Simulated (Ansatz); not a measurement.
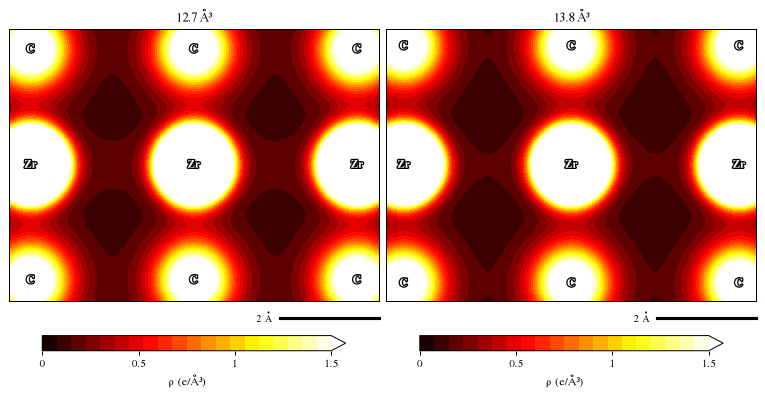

ZrC. The valence pseudo-density of cells scaled evenly to different volumes (given per atom above each panel), on the (11̄0) plane of each (indices in the axes of the cell below), at one length scale and on one colour scale.

Level of theory: Kohn-Sham DFT of a periodic cell, HSE06, Ansatz PAW in Ansatz 0.2.0.

The largest cell:

```
Zr C
1.0
     0.00000    2.39612    2.39612
     2.39612    0.00000    2.39612
     2.39612    2.39612    0.00000
Zr C
1 1
Direct
  0.50000 0.50000 0.50000
  0.00000 0.00000 0.00000
```

| volume (Å³/atom) | Zr–C contact in the plane (Å) | ρ at its midpoint (e/Å³) | pressure (GPa) | 
| --- | --- | --- | --- |
| 12.70 | 2.333 | 0.471 | 3.8 | 
| 13.49 | 2.381 | ? | ? | 
| 13.76 | 2.396 | 0.420 | −13.5 | 

Question: What values belong in the row with question marks?

Answer: Over the known rows ln ρ falls by 1.82 per Å of Zr–C distance (the line through the two), which gives 0.432 e/Å³ at 2.381 Å; the calculation gives 0.431 e/Å³. For the pressure, a straight line in volume between the neighbouring rows gives −9.1 GPa; the calculation gives −9.8, lower because pressure rises ever faster on compression.
